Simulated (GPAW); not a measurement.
## Electronic structure of CuI in real space

Input

```
from ase.dft.bandgap import bandgap
from ase.io import read, write
from ase.units import Bohr, GPa
from gpaw import GPAW, PW
from gpaw.elf import elf_from_dft_calculation

atoms = read('CuI.xyz')

calc = GPAW(mode=PW(600),
            xc='RPBE',
            kpts={'size': (8, 8, 8), 'gamma': True},
            occupations={'name': 'methfessel-paxton', 'order': 0, 'width': 0.1},
            nbands=19,
            convergence={'density': 1e-05, 'energy': 1e-05},
            maxiter=150,
            txt='gpaw.txt')
atoms.calc = calc
energy = atoms.get_potential_energy()
forces = atoms.get_forces()
stress = atoms.get_stress()
calc.write('gs.gpw')
write('result.traj', atoms)
print(f'Energy: {energy:.6f} eV')
print('Forces (eV/A):')
print(forces.round(4))
print('Stress (GPa):', (stress / GPa).round(3))
print('Fermi level:', round(calc.get_fermi_level(), 4), 'eV')
print(f'Gap: {bandgap(calc)[0]:.4f} eV, direct: {bandgap(calc, direct=True)[0]:.4f} eV')

# fields on the real-space grid
write('density.cube', atoms, data=calc.get_pseudo_density() * Bohr**3)
write('potential.cube', atoms, data=calc.get_electrostatic_potential())
write('elf.cube', atoms, data=elf_from_dft_calculation(calc).data)
```

Command:

```sh
OMP_NUM_THREADS=1 python run.py
```

Below, planes, directions and counts refer to the conventional cell (a = 5.72 Å, b = 5.72 Å, c = 5.72 Å, α = 90.00°, β = 90.00°, γ = 90.00°).

Space group Fm-3m; a structure from a database of computed crystals, not necessarily the ambient phase; computed pressure about 3 GPa in this cell.

Method: Kohn-Sham DFT of a periodic cell, RPBE, GPAW PAW data sets (gpaw-data 1.2.1) (GPAW).

Core electrons are frozen (PAW), and the valence fields are smoothed inside the atomic spheres.

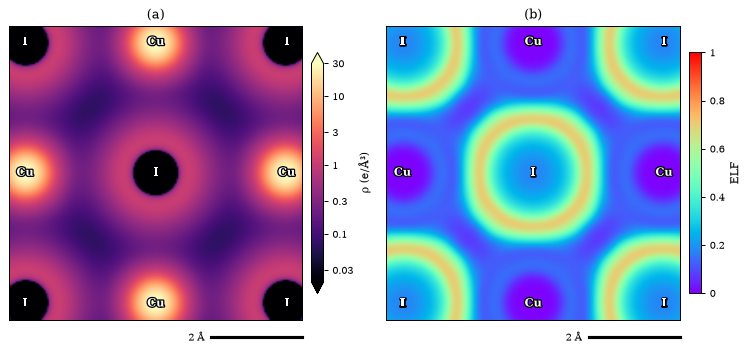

Figure 1. (a) valence pseudo-density; (b) electron localisation function on the (001) plane of the conventional cell.

What does the map show?

The section cuts through I and Cu sites.
Cu–I (2.86 Å): the density is about 0.27 e/Å³ at the midpoint, with its minimum of 0.23 e/Å³ about 1.3 Å from Cu; the ELF is about 0.45 at the midpoint and 0.10 at its lowest between the atoms.
Between the atoms the lowest density in this plane is 0.07 e/Å³.

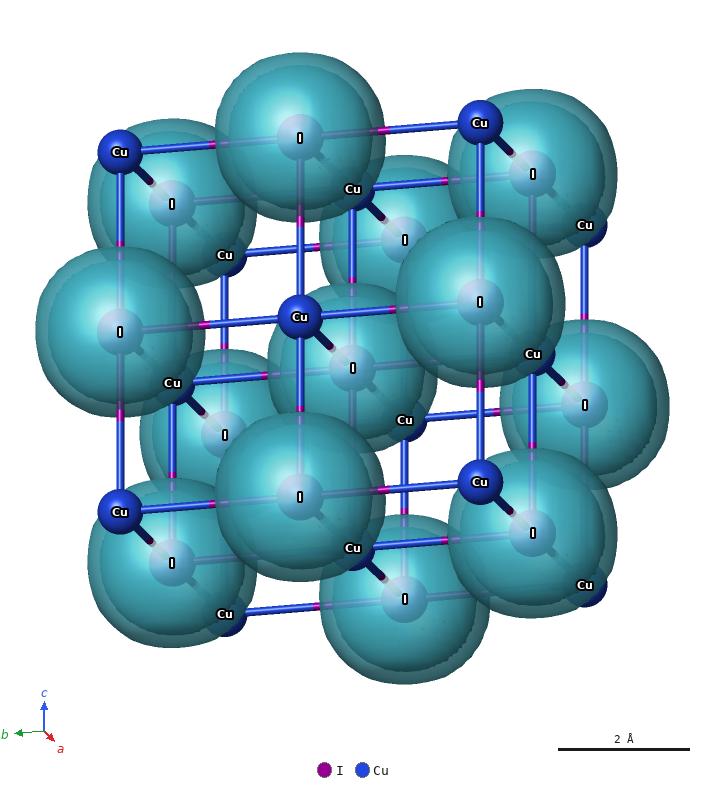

Figure 2. Isosurface of the electron localisation function at 0.65 (cyan), seen at an oblique angle. Only the valence region is drawn (cores and ρ < 0.01 e/Å³ removed). Sticks mark near contacts.

Describe the localisation domains.

The surface consists of four regions wrapped around I (the valence shell of each), counted in one cell of 8 atoms. Regions shared between cells count once.
